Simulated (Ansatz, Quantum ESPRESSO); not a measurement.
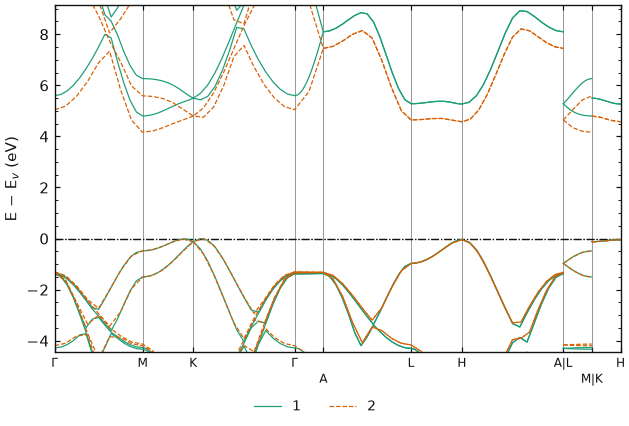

Band structures of layered hexagonal BN, space group P6_3/mmc (No. 194), 4 atoms in the cell (a = 2.498 Å, c = 6.636 Å (hexagonal axes)), by two methods on the same cell. Each is counted from its own valence-band top.

Question: Which curve is which? The methods: PBEsol (Quantum ESPRESSO), r2SCAN (Ansatz).

Answer: 1 is r2SCAN (Ansatz); 2 is PBEsol (Quantum ESPRESSO). r2SCAN (Ansatz) gives a gap of 4.80 eV along the path and PBEsol (Quantum ESPRESSO) gives a gap of 4.16 eV along the path.

Settings. r2SCAN (Ansatz): Ansatz PAW, no spin polarisation, no spin-orbit coupling, 12×12×4 k mesh, 500 eV cutoff, Fermi-Dirac smearing of 0.05 eV (Ansatz). PBEsol (Quantum ESPRESSO): PseudoDojo 0.4.1 SR PBEsol standard, no spin polarisation, no spin-orbit coupling, 12×12×4 k mesh, 1143 eV cutoff, Fermi-Dirac smearing of 0.05 eV (Quantum ESPRESSO).

The two runs differ in program as well. LDA, GGA and most meta-GGA functionals understate gaps. r2SCAN (Ansatz): the PAW data sets were made with another functional.
